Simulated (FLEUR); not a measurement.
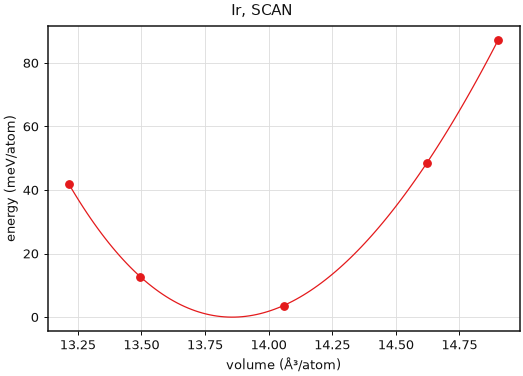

The picture above shows the energy against volume for Ir, space group Fm-3m (No. 225).

Structure:
```yaml
crystal:
  lattice:
    - [0.00000, 1.91560, 1.91560]
    - [1.91560, 0.00000, 1.91560]
    - [1.91560, 1.91560, 0.00000]
  atoms:
    - { symbol: Ir, position: [0.00000, 0.00000, 0.00000] }
```

Computed with FLEUR MaX-R8.1 (later development tree): all-electron LAPW DFT, no spin polarisation; energies at scaled volumes of the given cell, shape and fractions fixed, counted from the fit's minimum, third-order Birch-Murnaghan fit. Level: SCAN.

k mesh 12×12×12; occupations Fermi–Dirac; smearing width 0.05 eV; potentials all electron; program settings basis FLAPW, kmax 4.22 1/bohr.

> How stiff is the solid, and where is its volume at rest?

A third-order Birch–Murnaghan fit gives V0 = 13.86 Å³/atom, B0 = 410 GPa and B′ = 5.0.

The computed values:

```tsv
volume (Å³/atom)	energy (meV/atom)
13.22	41.89
13.50	12.74
14.06	3.59
14.62	48.41
14.90	87.14
```
